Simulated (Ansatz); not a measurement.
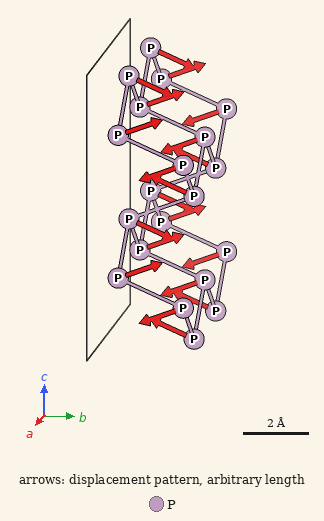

One vibrational mode of crystalline P at the zone centre. Displacements are drawn as red arrows; their common scale and sign are arbitrary. Style: ball-and-stick. Shown: the 2 × 2 repeat of the cell, outlined in the plane, without the vacuum, slightly off an axis.

Computed with DFT r2SCAN, scalar-relativistic, plane waves, PAW (Ansatz 0.2.0).

Input
```yaml
crystal:
  lattice:
    - [3.28372772, 0.0, 0.0]
    - [0.0, 34.85703099, 0.0]
    - [0.0, 0.0, 4.63208471]
  atoms:
    - { symbol: P, position: [0.0, 0.97026143, 0.59215072] }
    - { symbol: P, position: [0.0, 0.02973857, 0.40784928] }
    - { symbol: P, position: [0.5, 0.02973857, 0.09215072] }
    - { symbol: P, position: [0.5, 0.97026143, 0.90784928] }
basis:
  ecutwfc: 500
kpoints:
  mp_grid: { grid: [8, 1, 6] }
hamiltonian:
  xc: r2scan
scf:
  occupations: { method: gaussian, width: 0.05 }
output:
  eigenvalues: true
phonons:
  method: fd
  supercell: [1, 1, 1]
  amplitude: 0.02
  eigenvectors: true
  dielectric: false
```

Run as
```bash
ansatz run input.yaml --threads 2 --pin off --max-ram 5120MiB --backend cpu --events-out ev --progress --plain --runs-dir out
```

Frequencies are those without the non-analytic (LO–TO) term.

Question: Describe the mode and give its frequency.

Answer: This is the A_g mode at 10.6 THz, optical level 4 of 8, counted from below, Raman-active by symmetry. Atoms of one kind move against one another, with no net shift of their sublattice.

Limits of the set-up: layers or molecules are held without a dispersion correction, so their spacing is unreliable.
